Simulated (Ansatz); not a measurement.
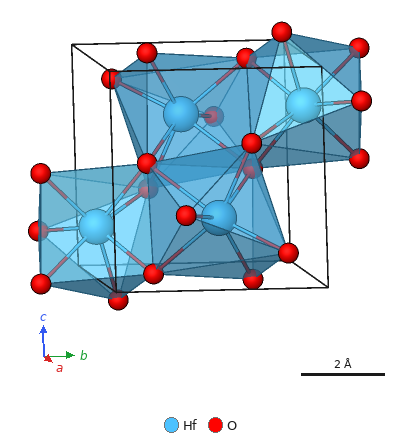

Fig. 1: The structure as given in the input (polyhedral view of the cell of the calculation, seen slightly off an axis; polyhedra are completed across the faces of the cell). An atom can appear more than once, as a periodic image.

**Single-point calculation of HfO2**

System: HfO2 (12 atoms in the cell).
Method: DFT PBE, scalar-relativistic, plane waves, PAW, no spin polarisation (Ansatz 0.2.0).

The structure derives from a Materials Project entry. It belongs to a series of runs on one base structure; here: band edges sought over the zone.

**The program's output**
```
Engine: ansatz 0.2.0, aarch64-unknown-linux-gnu
Pseudopotentials: kind: paw
Pseudopotential: Hf, paw, valence charge 26, recommended cutoff 420 eV (normal), Hf.paw.azcp
Pseudopotential: O, paw, valence charge 6, recommended cutoff 420 eV (normal), O.paw.azcp
Functional definition: PBE
  parameter kappa = 0.804
  parameter beta = 0.06672455060314922
  exchange = pbe_x(kappa = kappa, mu = beta*pi^2/3)
  correlation = pbe_c(beta = beta)
Crystal: 12 atoms, lattice volume = 141.920 Å³
Basis set: ecut = 420 eV, 2773 PW (Γ), exchange–correlation on 72×72×72 points (8 copies of the dense FFT grid, shifted against one another)
Bands: 92, of which v1, the nominal top of the filled ones, is band 76 counted from 1 (75 counted from 0)
Symmetry: 4 space group operations
Space group: P21/c (ITA 14), of the structure as read, at distance tolerance 5.2e-5 Å
k-points: 30 of 64
Non-local potential: Hf, projectors of the file, l = 0: 3, l = 1: 2, l = 2: 2, l = 3: 3
Non-local potential: O, projectors of the file, l = 0: 2, l = 1: 2, l = 2: 1
PAW form: soft (Blöchl's): semilocal exchange-correlation on the pseudo side does not see the compensation charge
PAW one-centre angular grid: Hf, 590 points (default); XC on 64 Gauss nodes
PAW one-centre angular grid: O, 110 points (default); XC on 64 Gauss nodes
Initial density: superposition of atomic densities (neutral atoms: chi_scale 0, normalization atom), corrected by the library's trained network
Initial wavefunctions: pseudopotential atomic-orbital guess
Functional: x = pbe(κ = 0.804, μ = 0.2195149727645171), c = pbe(β = 0.06672455060314922)
SCF iter   1: F=—  HF=-67446.717565 eV  |F-HF|=—  |Δ(HF+E_count)|=         —  Δρ=2.83e-3  dr2=4.58e-3  ethr=1.77e-3  ⟨swp⟩=5.8  Hψ=8510  notcnv=0  defer=125
preconditioner: auto → Resta (q_TF=auto, 2.760 Å⁻¹)  ε∞=5.3  [insulator: Δε(μ)=4.050 eV  Ē_g=18.098 eV  σ=0.020 eV  W_gap=1.00  n_scr=52 (ndim 8)  ℏωp=37.4 eV  f_vac=0.081  D(μ)=0.00/eV (n_scr^D=0)  ε∞_Penn≈5.3]
SCF iter   2: F=—  HF=-67446.719032 eV  |F-HF|=—  |Δ(HF+E_count)|=   1.47e-3  Δρ=1.45e-3  dr2=1.02e-3  ethr=3.01e-6  ⟨swp⟩=2.0  Hψ=5453  notcnv=0  defer=302
SCF iter   3: F=—  HF=-67446.719819 eV  |F-HF|=—  |Δ(HF+E_count)|=   7.87e-4  Δρ=5.32e-4  dr2=2.47e-4  ethr=6.69e-7  ⟨swp⟩=2.0  Hψ=4214  notcnv=0  defer=302
SCF iter   4: F=—  HF=-67446.719951 eV  |F-HF|=—  |Δ(HF+E_count)|=   1.31e-4  Δρ=1.06e-4  dr2=1.46e-5  ethr=1.63e-7  ⟨swp⟩=2.0  Hψ=4243  notcnv=0  defer=302
SCF iter   5: F=—  HF=-67446.719914 eV  |F-HF|=—  |Δ(HF+E_count)|=   3.66e-5  Δρ=4.58e-5  dr2=3.25e-6  ethr=9.61e-9  ⟨swp⟩=2.2  Hψ=4347  notcnv=0  defer=302
SCF iter   6: F=—  HF=-67446.719915 eV  |F-HF|=—  |Δ(HF+E_count)|=   9.45e-7  Δρ=1.84e-5  dr2=3.95e-7  ethr=2.14e-9  ⟨swp⟩=2.0  Hψ=4330  notcnv=0  defer=302
SCF iter   7: F=-67446.719915 eV  HF=-67446.719915 eV  |F-HF|=7.86e-8  |Δ(HF+E_count)|=   5.25e-8  Δρ=8.15e-6  dr2=9.68e-8  ethr=6.58e-11  ⟨swp⟩=10.5  Hψ=13185  notcnv=0
SCF 1 converged in 7 iterations: F = -67446.719915 eV  dr2 = 9.68e-8
  greatest PAW one-centre occupation: 0.999 electrons in one spin orbital (limit 2), on the Hf atom at site 3 (counted from 0), in its partial waves of l = 0
NSCF: frozen V_eff on 80 k-points
NSCF: frozen V_eff on 80 k-points
NSCF: frozen V_eff on 80 k-points
NSCF: frozen V_eff on 80 k-points
NSCF: frozen V_eff on 21 k-points
NSCF: frozen V_eff on 16 k-points
NSCF: frozen V_eff on 27 k-points
NSCF: frozen V_eff on 19 k-points
NSCF: frozen V_eff on 12 k-points
NSCF: frozen V_eff on 5 k-points
NSCF: frozen V_eff on 3 k-points
SCF converged after 7 iterations
Free energy (F): -67446.719915 eV
Harris-Foulkes:  -67446.719915 eV  (|F-HF|=7.86e-8)
Internal energy: -67446.719915 eV  (E = F + TS)
E sigma→0 (E₀):  -67446.719915 eV
Fermi energy:    15.713537 eV
--- Per-component energies (eV) ---
  E_band       = -65.886379
  E_kinetic    = 3083.600411
  E_local      = -24891.801305  (includes V_loc(G=0)·N_el)
  E_nonlocal   = -4588.416764
  E_hartree    = 11366.271450
  E_xc         = -1789.863964
  E_vxc        = -1817.433411  (∫ρ·V_xc dr)
  E_paw        = -28972.821520  (= ΣΔE_a)
  E_vpaw       = 5415.636022  (= ΣTr[D̂ρ^β])
  E_aug_tail   = 0.019861  (compensation charges beyond the density's cutoff)
  E_ewald      = -21653.708085
  E_smearing   = -0.000000  (= −TS)
  E_closure    = 0.000000  (closes the sum)
  Σ components = -67446.719915   (vs F -67446.719915, Δ=0.00e0)
--- Forces (eV/Å), atoms counted from 1 ---
  atom   1  Hf     0.00309856     0.00248183     0.00047907
  atom   2  Hf    -0.00309856     0.00248183    -0.00047907
  atom   3  Hf    -0.00309856    -0.00248183    -0.00047907
  atom   4  Hf     0.00309856    -0.00248183     0.00047907
  atom   5  O     -0.00095485    -0.00014407    -0.00030787
  atom   6  O      0.00095485    -0.00014407     0.00030787
  atom   7  O      0.00095485     0.00014407     0.00030787
  atom   8  O     -0.00095485     0.00014407    -0.00030787
  atom   9  O     -0.00045489     0.00059859     0.00059384
  atom  10  O      0.00045489     0.00059859    -0.00059384
  atom  11  O      0.00045489    -0.00059859    -0.00059384
  atom  12  O     -0.00045489    -0.00059859     0.00059384
  max |Σ_I F_I| component: 0.00e0 eV/Å
--- Stress (GPa, compression-positive) ---
        0.032900       0.000000       0.007509
        0.000000       0.006896       0.000000
        0.007508       0.000000       0.030615
  P = ⅓ Tr σ = 0.0235 GPa (0.235 kbar)
--- Band table (eV; the first three rows and the last of 30) ---
  k-point 0: bands = ["-46.7711", "-46.7534", "-46.7510", "-46.7503", "-15.8116", "-15.7861", "-15.7592", "-15.5946", "-15.5273", "-15.4947", "-15.4710", "-15.4366", "-15.4089", "-15.4088", "-15.3579", "-15.3070", "-4.2915", "-2.9983", "-2.8828", "-2.8299", "-2.4080", "-2.3972", "-2.2961", "-2.2054", "3.3370", "3.3458", "3.3488", "3.3492", "3.3560", "3.3568", "3.3625", "3.3658", "3.3670", "3.3681", "3.3705", "3.3723", "3.3744", "3.3747", "3.3763", "3.3806", "3.3866", "3.3870", "3.3885", "3.3910", "3.3949", "3.4003", "3.4039", "3.4120", "3.4199", "3.4319", "3.4439", "3.4785", "8.3167", "8.4214", "8.9324", "9.1454", "9.2401", "9.5718", "10.3313", "10.6394", "10.8098", "10.9814", "11.0039", "11.1329", "11.6664", "11.8261", "11.8453", "11.9022", "12.0803", "12.5731", "12.5783", "12.6936", "13.1385", "13.1939", "13.4859", "13.6932", "18.2229", "18.6856", "18.7939", "19.1449", "19.3201", "19.4470", "19.6380", "19.8506", "20.0885", "20.2441", "20.6997", "20.8971", "21.1237", "21.5282", "21.8372", "22.3205"]
  k-point 1: bands = ["-46.7684", "-46.7557", "-46.7510", "-46.7507", "-15.7755", "-15.7360", "-15.7308", "-15.6263", "-15.5709", "-15.4727", "-15.4726", "-15.4604", "-15.4124", "-15.3958", "-15.3662", "-15.3567", "-4.0692", "-2.9995", "-2.9404", "-2.8223", "-2.5130", "-2.3919", "-2.3727", "-2.2408", "3.3362", "3.3424", "3.3486", "3.3512", "3.3530", "3.3569", "3.3642", "3.3650", "3.3666", "3.3688", "3.3703", "3.3728", "3.3733", "3.3752", "3.3770", "3.3832", "3.3835", "3.3873", "3.3884", "3.3914", "3.3971", "3.3982", "3.4112", "3.4120", "3.4203", "3.4298", "3.4394", "3.4652", "8.5065", "8.7249", "9.2231", "9.2760", "9.5122", "9.7425", "10.0876", "10.4076", "10.4462", "10.9171", "11.1392", "11.2034", "11.4576", "11.6936", "11.7063", "11.9563", "12.1969", "12.3024", "12.4065", "12.8251", "12.8858", "13.0908", "13.3045", "13.4662", "18.2810", "18.5472", "18.7098", "19.1631", "19.5039", "19.5829", "20.0582", "20.1065", "20.2770", "20.3861", "20.5191", "20.9443", "21.3884", "21.6906", "21.7153", "22.3564"]
  k-point 2: bands = ["-46.7620", "-46.7620", "-46.7510", "-46.7510", "-15.6916", "-15.6916", "-15.6772", "-15.6772", "-15.5825", "-15.5825", "-15.4406", "-15.4406", "-15.4204", "-15.4204", "-15.3823", "-15.3823", "-3.5225", "-3.5225", "-2.8343", "-2.8343", "-2.4847", "-2.4847", "-2.3532", "-2.3532", "3.3365", "3.3365", "3.3516", "3.3516", "3.3564", "3.3564", "3.3635", "3.3635", "3.3653", "3.3653", "3.3700", "3.3700", "3.3766", "3.3766", "3.3801", "3.3801", "3.3829", "3.3829", "3.3885", "3.3885", "3.4020", "3.4020", "3.4205", "3.4205", "3.4256", "3.4256", "3.4371", "3.4371", "9.0128", "9.0128", "9.4912", "9.4912", "9.6384", "9.6384", "10.2041", "10.2041", "10.5551", "10.5551", "10.9235", "10.9235", "11.3683", "11.3683", "11.8264", "11.8264", "12.1608", "12.1608", "12.6725", "12.6725", "12.8557", "12.8557", "13.1959", "13.1959", "18.4022", "18.4022", "18.8455", "18.8455", "19.7023", "19.7023", "20.2596", "20.2596", "20.3871", "20.3871", "21.1599", "21.1599", "21.4202", "21.4202", "22.2803", "22.2803"]
  k-point 29: bands = ["-46.7592", "-46.7592", "-46.7537", "-46.7537", "-15.7898", "-15.7898", "-15.7643", "-15.7643", "-15.4719", "-15.4719", "-15.4093", "-15.4093", "-15.4051", "-15.4051", "-15.3488", "-15.3488", "-3.4410", "-3.4410", "-3.1369", "-3.1369", "-2.3223", "-2.3223", "-2.2902", "-2.2902", "3.3454", "3.3454", "3.3497", "3.3497", "3.3584", "3.3584", "3.3584", "3.3584", "3.3734", "3.3734", "3.3738", "3.3738", "3.3760", "3.3760", "3.3822", "3.3822", "3.3842", "3.3842", "3.3843", "3.3843", "3.3941", "3.3941", "3.4079", "3.4079", "3.4237", "3.4237", "3.4386", "3.4386", "9.2963", "9.2963", "9.5135", "9.5135", "9.8408", "9.8408", "10.1602", "10.1602", "10.9146", "10.9146", "10.9798", "10.9798", "11.3868", "11.3868", "11.4320", "11.4320", "12.1183", "12.1183", "12.5073", "12.5073", "12.6619", "12.6619", "12.9586", "12.9586", "18.1777", "18.1777", "18.8688", "18.8688", "19.3207", "19.3207", "19.6950", "19.6950", "20.4877", "20.4877", "20.5948", "20.5948", "21.7985", "21.7985", "22.5751", "22.5751"]
```

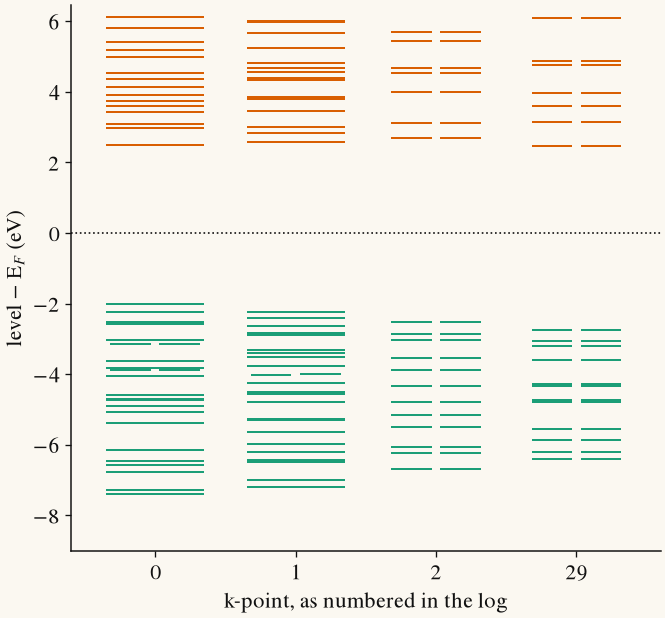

Fig. 2: Kohn–Sham levels near the Fermi level (dotted) at the few k-points that the log prints; levels within 0.02 eV of each other stand side by side. Among these points the highest filled and lowest empty levels are 4.48 eV apart; the gap on the full mesh, 4.04 eV, has an edge at a point that isn't printed.

This output came from the following input.

**Input**
```yaml
crystal:
  lattice:
    - [5.1609175396, 0.0, -0.0053571393]
    - [0.0, 5.2121208449, 0.0]
    - [-0.8931190063, 0.0, 5.2768889889]
  atoms:
    - { symbol: Hf, position: [0.2757348285, 0.4570612825, 0.7083732276] }
    - { symbol: Hf, position: [0.7242651715, 0.9570612825, 0.7916267724] }
    - { symbol: Hf, position: [0.7242651715, 0.5429387175, 0.2916267724] }
    - { symbol: Hf, position: [0.2757348285, 0.0429387175, 0.2083732276] }
    - { symbol: O, position: [0.4491836627, 0.7427864434, 0.9766481039] }
    - { symbol: O, position: [0.5508163373, 0.2427864434, 0.5233518961] }
    - { symbol: O, position: [0.5508163373, 0.2572135566, 0.0233518961] }
    - { symbol: O, position: [0.4491836627, 0.7572135566, 0.4766481039] }
    - { symbol: O, position: [0.0671197856, 0.3286477909, 0.3484185087] }
    - { symbol: O, position: [0.9328802144, 0.8286477909, 0.1515814913] }
    - { symbol: O, position: [0.9328802144, 0.6713522091, 0.6515814913] }
    - { symbol: O, position: [0.0671197856, 0.1713522091, 0.8484185087] }
basis:
  ecutwfc: 420
  xc_grid: 2
kpoints:
  mp_grid: { grid: [4, 4, 4] }
  band_path: { path: [VBM, CBM], npoints: 2 }
hamiltonian:
  xc: pbe
scf:
  occupations: { method: gaussian, width: 0.02 }
output:
  forces: true
  stress: true
  eigenvalues: true
```

Launch command:
```bash
ansatz run input.yaml --threads 8 --pin off --max-ram 16384MiB --backend cpu --events-out ev --progress --plain --runs-dir out
```

**Summary**

```csv
quantity,value
outcome,converged
space group (tolerance 0.01 Å),P2₁/c (14)
electrons treated,152
free energy,−67446.7199 eV
Fermi energy,15.714 eV
gap on the k-point mesh,4.04 eV
gap on the band path,4.04 eV
pressure,0.02 GPa
largest force (length of the vector),0.004 eV/Å
hardware,"8 threads of Arm Neoverse V1, 24 GiB of memory available, shared host"
wall time,23 s (CPU time 3 min)
peak memory,1.1 GiB
```

**Notes**

Spin–orbit coupling is left out, which matters for Hf.
